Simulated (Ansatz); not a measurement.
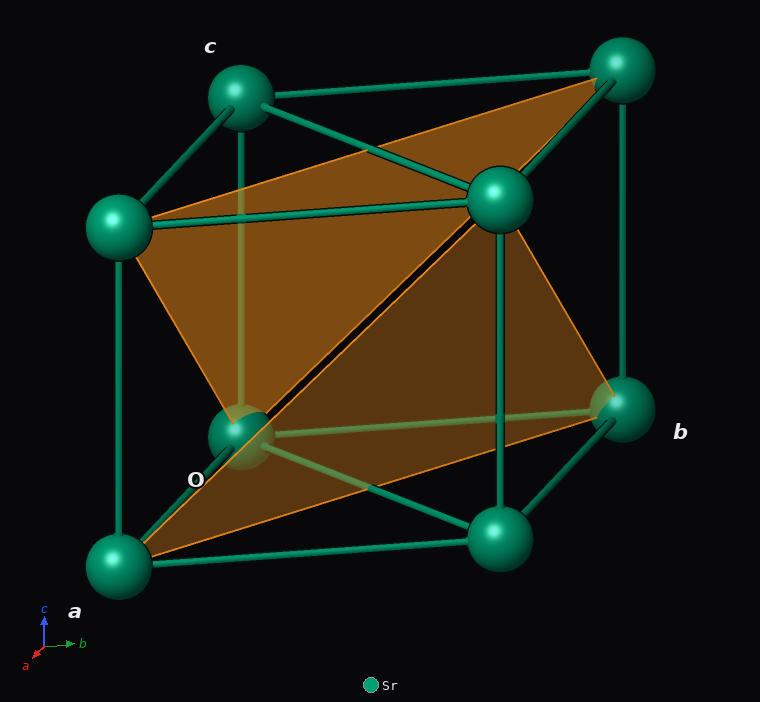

Every member of one family of equally spaced planes, hx + ky + lz = a whole number, that cuts the unit cell is shaded (one member passes through the origin O). Crystal: Sr, the end point of a relaxation with DFT PBEsol, scalar-relativistic, plane waves, PAW in Ansatz; the starting structure was generated, so it need not be a known form of this composition. The drawing is computed from the coordinates (standard cell, symmetry found to 0.002 Å).

a = 4.005 Å, b = 4.005 Å, c = 3.724 Å, α = 90.00°, β = 90.00°, γ = 120.00°.

Question: Index the planes.

Answer: (1 1 −1), in four indices (1 1 −2 −1); the opposite sign names the same planes. The member next to the origin meets the axes a at 1, b at 1, c at −1.

Question: What is the spacing?

Answer: d = 1.764 Å.

Question: Which atoms of the cell lie in these planes (within 0.03 Å)?

Answer: The Sr atom.

Question: The space group is P6/mmm, No. 191. How many reflections hkl are equivalent to this one (itself included), and does it occur?

Answer: 12 reflections are equivalent in the Laue class 6/mmm. The space group allows the reflection.
